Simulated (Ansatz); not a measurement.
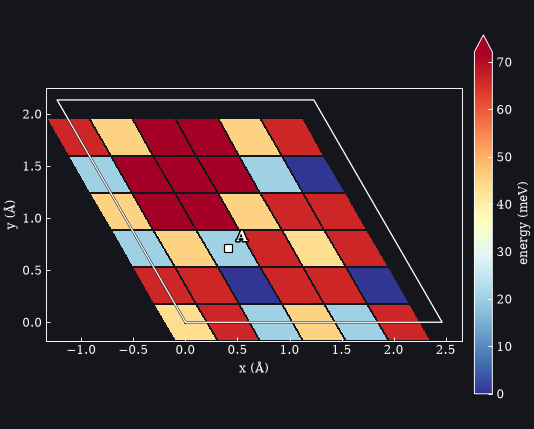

Si on a two-dimensional sheet of C (8 atoms of substrate and one adsorbate in a 2 × 2 cell). Si is moved over the surface cell; relaxed at each place: the height of the adsorbate's atoms; substrate rigid; the origin of the map has the adsorbate above C1. Places are given modulo a cell vector. The map is drawn in real space over the plane of the surface. The scan uses a 6 × 6 grid; 7 points were computed and 29 follow by symmetry. Places are given in fractions of the 1 × 1 surface cell. Energies: meV, counted from the lowest grid point. Energies and slopes of some neighbouring points disagree (a jump in structure or state, or too coarse a mesh). The magnetic moment jumps between some neighbouring points. Method: DFT PBE+D3(BJ), scalar-relativistic, plane waves, PAW (Ansatz). Settings: cutoff 420 eV, k-mesh 6×6×1, gaussian smearing 0.1 eV, spin-polarised.

In the figure: one coloured cell a grid point, the outline of one cell of the plane, one colour for all values above the top of the scale, the point A.

> Which way does the force act at A, and how strong is it?

A, at (2/6, 2/6) of the cell vectors, is not a stationary point. The computed force is 0.091 eV/Å in the plane, pointing down and right in the picture (components 0.046 and −0.079 eV/Å).

PAW datasets: the set soft_1.
